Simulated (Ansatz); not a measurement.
```cif
data_structure
_symmetry_space_group_name_H-M 'P 1'
_symmetry_Int_Tables_number 1
_cell_length_a 7.0453
_cell_length_b 7.0453
_cell_length_c 7.3354
_cell_angle_alpha 90.000
_cell_angle_beta 90.000
_cell_angle_gamma 90.000
_cell_volume 364.10
loop_
_atom_site_label
_atom_site_type_symbol
_atom_site_fract_x
_atom_site_fract_y
_atom_site_fract_z
_atom_site_occupancy
Hf1 Hf 0.50000 0.00000 0.50000 1
Si1 Si 0.50000 0.50000 0.02493 1
Si2 Si 0.00000 0.50000 0.50000 1
Si3 Si 0.00000 0.00000 0.97507 1
Si4 Si 0.23078 0.24282 0.23651 1
Si5 Si 0.25718 0.73078 0.76349 1
Si6 Si 0.76922 0.75718 0.23651 1
Si7 Si 0.74282 0.26922 0.76349 1
O1 O 0.16178 0.41117 0.37035 1
O2 O 0.18069 0.92715 0.85613 1
O3 O 0.71930 0.94571 0.35205 1
O4 O 0.68513 0.43236 0.90941 1
O5 O 0.42715 0.31931 0.14387 1
O6 O 0.44571 0.78070 0.64795 1
O7 O 0.93236 0.81487 0.09059 1
O8 O 0.91117 0.33822 0.62965 1
O9 O 0.06764 0.18513 0.09059 1
O10 O 0.08883 0.66178 0.62965 1
O11 O 0.57285 0.68069 0.14387 1
O12 O 0.55429 0.21930 0.64795 1
O13 O 0.28070 0.05429 0.35205 1
O14 O 0.31487 0.56764 0.90941 1
O15 O 0.83822 0.58883 0.37035 1
O16 O 0.81931 0.07285 0.85613 1
```

The calculation used Ansatz, DFT PBEsol, scalar-relativistic, plane waves, PAW.

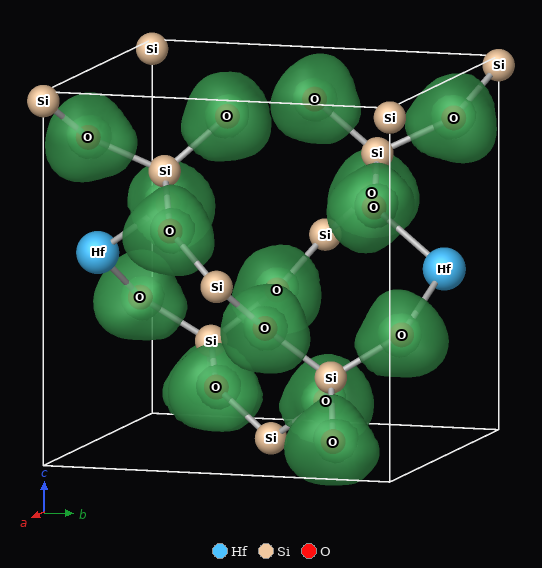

HfSi₇O₁₆ (cell with a defect). Isosurface of the ELF at 0.75 (green), seen slightly off an axis. Only the valence region is drawn (cores and ρ < 0.01 e/Å³ removed). Sticks mark near contacts.

In a PAW calculation such maps are meaningful between the atoms, not at the nuclei.

**Where are the electrons localised?**

The ELF exceeds this value in 16 regions on O in which the atom's valence shell and bonds are merged, counted in one cell of 24 atoms. Any copies at cell faces, edges or corners count once. Along the contacts the grid gives the following. Si–O (1.61 Å): the ELF peaks at about 0.85 between the atoms, as expected for a short, strongly polar bond. Hf–O (1.93 Å): the ELF peaks at about 0.80 in the valence shell of O, 0.6 Å from its nucleus, and drops to about 0.20 between the two atoms (no shared electron pair shows on this line).

**Does the calculation give a band gap?**

It is gapped, with a Kohn–Sham gap of 6.6 eV on the k-point mesh (the band edges may lie off the mesh, which would make the gap smaller).
